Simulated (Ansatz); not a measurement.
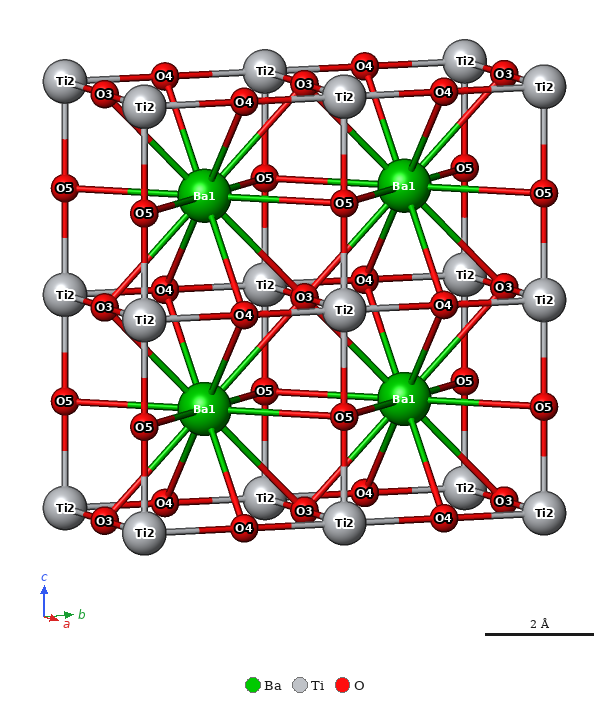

Figure 1. The structure as given in the input (ball-and-stick view of the cell of the calculation, repeated 1 × 2 × 2, seen slightly off an axis; atoms are numbered from 1 in the order of the input). An atom can appear more than once, as a periodic image.

**What a change does: band-structure calculation on BaTiO$_{3}$**

System: BaTiO$_{3}$ (Pm-3m, 5 atoms in the cell).
Method of the first run: DFT, r2SCAN, plane waves, PAW, no spin polarisation (Ansatz 0.2.0).

The structure derives from an entry of the Crystallography Open Database. The geometry comes from this level: r2SCAN. Text and figures count atoms from 1; the logs count them from 0 in places.

## The input, the first run
```yaml
crystal:
  lattice:
    - [3.9940959631, 0.0, 0.0]
    - [0.0, 3.9940959631, 0.0]
    - [0.0, 0.0, 3.9940959631]
  atoms:
    - { symbol: Ba, position: [0.5, 0.5, 0.5] }
    - { symbol: Ti, position: [0.0, 0.0, 0.0] }
    - { symbol: O, position: [0.5, 0.0, 0.0] }
    - { symbol: O, position: [0.0, 0.5, 0.0] }
    - { symbol: O, position: [0.0, 0.0, 0.5] }
kpoints:
  mp_grid: { grid: [6, 6, 6] }
  band_path:
    path: [[0.0, 0.0, 0.0], [0.0, 0.5, 0.0], [0.5, 0.5, 0.0], [0.5, 0.5, 0.5]]
    npoints: 1
hamiltonian:
  xc: r2scan
scf:
  occupations: { method: fixed }
  n_extra_bands: 5
output:
  forces: true
  stress: true
  eigenvalues: true
```

Command:
```bash
ansatz run input.yaml --threads 2 --pin off --max-ram 3686MiB --backend cpu --events-out ev --progress --plain --runs-dir out
```

Hardware: 2 threads of AMD EPYC (Zen 3), 32 GiB of memory available, shared host.

## Output, shortened to warnings, some set-up lines, iterations and results (the first run)
```
Basis set: ecut = 500 eV, 1647 PW (Γ), exchange–correlation on 120×120×120 points (64 copies of the dense FFT grid, shifted against one another)
Symmetry: 48 space group operations
k-points: 20 of 216
Initial density: superposition of atomic densities (neutral atoms: chi_scale 0, normalization atom), corrected by the library's trained network
[...]
SCF iter   1: F=—  HF=-10183.695792 eV  |F-HF|=—  |Δ(HF+E_count)|=         —  Δρ=2.19e-2  dr2=3.84e-1  dr2_τ=2.42e-1  ethr=1.77e-3  ⟨swp⟩=4.6  Hψ=2121  notcnv=0  defer=41
SCF iter   2: F=—  HF=-10183.800561 eV  |F-HF|=—  |Δ(HF+E_count)|=   1.05e-1  Δρ=1.12e-2  dr2=4.81e-2  dr2_τ=2.06e-2  ethr=9.61e-4  ⟨swp⟩=3.2  Hψ=1093  notcnv=0  defer=29
SCF iter   3: F=—  HF=-10183.794248 eV  |F-HF|=—  |Δ(HF+E_count)|=   6.31e-3  Δρ=3.68e-3  dr2=5.76e-3  dr2_τ=4.25e-4  ethr=1.20e-4  ⟨swp⟩=2.3  Hψ=728  notcnv=0  defer=47
SCF iter   4: F=—  HF=-10183.793468 eV  |F-HF|=—  |Δ(HF+E_count)|=   7.81e-4  Δρ=1.54e-3  dr2=1.06e-3  dr2_τ=1.63e-4  ethr=1.44e-5  ⟨swp⟩=2.4  Hψ=852  notcnv=0  defer=51
SCF iter   5: F=—  HF=-10183.793313 eV  |F-HF|=—  |Δ(HF+E_count)|=   1.55e-4  Δρ=3.26e-4  dr2=5.12e-5  dr2_τ=4.03e-6  ethr=2.66e-6  ⟨swp⟩=2.0  Hψ=709  notcnv=0  defer=54
SCF iter   6: F=—  HF=-10183.793310 eV  |F-HF|=—  |Δ(HF+E_count)|=   2.98e-6  Δρ=8.02e-5  dr2=4.82e-6  dr2_τ=3.09e-7  ethr=1.28e-7  ⟨swp⟩=2.7  Hψ=870  notcnv=0  defer=21
SCF iter   7: F=-10183.793310 eV  HF=-10183.793310 eV  |F-HF|=1.66e-10  |Δ(HF+E_count)|=   4.63e-7  Δρ=8.53e-6  dr2=3.80e-8  dr2_τ=1.07e-8  ethr=2.50e-10  ⟨swp⟩=8.9  Hψ=3144  …
SCF 1 converged in 7 iterations: F = -10183.793310 eV  dr2 = 3.80e-8
NSCF: frozen V_eff on 4 k-points
SCF converged after 7 iterations
Free energy (F): -10183.793310 eV
Harris-Foulkes:  -10183.793310 eV  (|F-HF|=1.66e-10)
Internal energy: -10183.793310 eV  (E = F + TS)
E sigma→0 (E₀):  -10183.793310 eV
Fermi energy:    10.081463 eV
--- Per-component energies (eV) ---
  E_band       = -170.437617
  E_kinetic    = 974.004293
  E_local      = -2083.951073  (includes V_loc(G=0)·N_el)
  E_nonlocal   = 199.325969
  E_hartree    = 814.281964
  E_xc         = -475.514471
  E_vxc        = -604.446806  (∫ρ·V_xc dr)
  E_paw        = -6784.857918  (= ΣΔE_a)
  E_vpaw       = -320.651426  (= ΣTr[D̂ρ^β])
  E_aug_tail   = 0.002994  (compensation charges beyond the density's cutoff)
  E_vtau       = 36.715712  (kinetic-family band-sum trace: ∫τ·v_τ [+ j·A + Jᵃ·Aᵃ] dr)
  E_ewald      = -2826.806205
  E_core_change = -0.278864  (= ΣΔE_core)
  E_smearing   = -0.000000  (= −TS)
  E_closure    = -0.000000  (closes the sum)
  Σ components = -10183.793310   (vs F -10183.793310, Δ=0.00e0)
--- Forces (eV/Å), atoms counted from 1 ---
  atom   1  Ba     0.00000000    -0.00000000    -0.00000000
  atom   2  Ti    -0.00000000     0.00000000     0.00000000
  atom   3  O      0.00000000    -0.00000000    -0.00000000
  atom   4  O      0.00000000     0.00000000     0.00000000
  atom   5  O      0.00000000     0.00000000     0.00000000
  max |Σ_I F_I| component: 1.88e-29 eV/Å
--- Stress (GPa, compression-positive) ---
       -0.007115       0.000000       0.000000
        0.000000      -0.007115       0.000000
        0.000000      -0.000000      -0.007115
  P = ⅓ Tr σ = -0.0071 GPa (-0.071 kbar)
```

The second run used a changed input.

## The two runs side by side

| quantity | the first run | the second run |
| --- | --- | --- |
| outcome | converged | converged |
| free energy per atom (eV) | −2036.7587 | −2031.9108 |
| gap on the mesh (eV) | 2.17 | 1.82 |
| pressure (GPa) | −0.01 | 3.21 |
| largest force (eV/Å) | 0.000 | 0.000 |
| SCF iterations | 7 | 6 |
| irreducible k-points | 20 | 20 |
| plane waves at Γ | 1647 | 1237 |
| wall time (shared host) | 2.6 s | 1.1 s |

Which change of the input explains these differences?

The change (lines with − go, lines with + come):
```diff
-  xc: r2scan
+  xc: pbe
```

The total energies belong to different methods, so their difference says nothing on which is more stable or more accurate. The gap on the mesh goes from 2.17 to 1.82 eV. The pressure goes from −0.01 to 3.21 GPa. The functional changes from r2SCAN to PBE. The SCF takes 6 iterations against 7. The default cutoff goes from 500 to 420 eV with the change. The plane waves at Γ go from 1647 to 1237.

## Output, shortened to warnings, some set-up lines, iterations and results (the second run)
```
Basis set: ecut = 420 eV, 1237 PW (Γ), exchange–correlation on 54×54×54 points (8 copies of the dense FFT grid, shifted against one another)
Symmetry: 48 space group operations
k-points: 20 of 216
Initial density: superposition of atomic densities (neutral atoms: chi_scale 0, normalization atom), corrected by the library's trained network
[...]
SCF iter   1: F=—  HF=-10159.552891 eV  |F-HF|=—  |Δ(HF+E_count)|=         —  Δρ=1.55e-3  dr2=7.27e-4  ethr=1.77e-3  ⟨swp⟩=4.3  Hψ=2111  notcnv=0  defer=39
SCF iter   2: F=—  HF=-10159.553165 eV  |F-HF|=—  |Δ(HF+E_count)|=   2.74e-4  Δρ=8.64e-4  dr2=2.22e-4  ethr=1.82e-6  ⟨swp⟩=2.0  Hψ=1107  notcnv=0  defer=54
SCF iter   3: F=—  HF=-10159.553246 eV  |F-HF|=—  |Δ(HF+E_count)|=   8.15e-5  Δρ=4.44e-4  dr2=6.24e-5  ethr=5.55e-7  ⟨swp⟩=2.0  Hψ=706  notcnv=0  defer=54
SCF iter   4: F=—  HF=-10159.554035 eV  |F-HF|=—  |Δ(HF+E_count)|=   7.89e-4  Δρ=4.62e-5  dr2=1.51e-6  ethr=1.56e-7  ⟨swp⟩=2.9  Hψ=914  notcnv=0  defer=26
SCF iter   5: F=—  HF=-10159.554036 eV  |F-HF|=—  |Δ(HF+E_count)|=   8.18e-7  Δρ=2.43e-5  dr2=2.94e-7  ethr=3.79e-9  ⟨swp⟩=2.0  Hψ=788  notcnv=0  defer=30
SCF iter   6: F=-10159.554036 eV  HF=-10159.554036 eV  |F-HF|=6.74e-9  |Δ(HF+E_count)|=   1.87e-7  Δρ=3.80e-6  dr2=6.65e-9  ethr=2.50e-10  ⟨swp⟩=10.6  Hψ=2912  notcnv=0
SCF 1 converged in 6 iterations: F = -10159.554036 eV  dr2 = 6.65e-9
NSCF: frozen V_eff on 4 k-points
SCF converged after 6 iterations
Free energy (F): -10159.554036 eV
Harris-Foulkes:  -10159.554036 eV  (|F-HF|=6.74e-9)
Internal energy: -10159.554036 eV  (E = F + TS)
E sigma→0 (E₀):  -10159.554036 eV
Fermi energy:    10.393695 eV
--- Per-component energies (eV) ---
  E_band       = -136.467236
  E_kinetic    = 970.649888
  E_local      = -2086.027040  (includes V_loc(G=0)·N_el)
  E_nonlocal   = 203.464832
  E_hartree    = 815.400019
  E_xc         = -491.727493
  E_vxc        = -546.499454  (∫ρ·V_xc dr)
  E_paw        = -6744.515553  (= ΣΔE_a)
  E_vpaw       = -308.863071  (= ΣTr[D̂ρ^β])
  E_aug_tail   = 0.007515  (compensation charges beyond the density's cutoff)
  E_ewald      = -2826.806205
  E_smearing   = -0.000000  (= −TS)
  E_closure    = 0.000000  (closes the sum)
  Σ components = -10159.554036   (vs F -10159.554036, Δ=0.00e0)
--- Forces (eV/Å), atoms counted from 1 ---
  atom   1  Ba     0.00000000    -0.00000000    -0.00000000
  atom   2  Ti    -0.00000000     0.00000000     0.00000000
  atom   3  O     -0.00000000    -0.00000000    -0.00000000
  atom   4  O      0.00000000    -0.00000000    -0.00000000
  atom   5  O      0.00000000    -0.00000000     0.00000000
  max |Σ_I F_I| component: 2.71e-29 eV/Å
--- Stress (GPa, compression-positive) ---
        3.205337      -0.000000      -0.000000
        0.000000       3.205337       0.000000
        0.000000      -0.000000       3.205337
  P = ⅓ Tr σ = 3.2053 GPa (32.053 kbar)
```
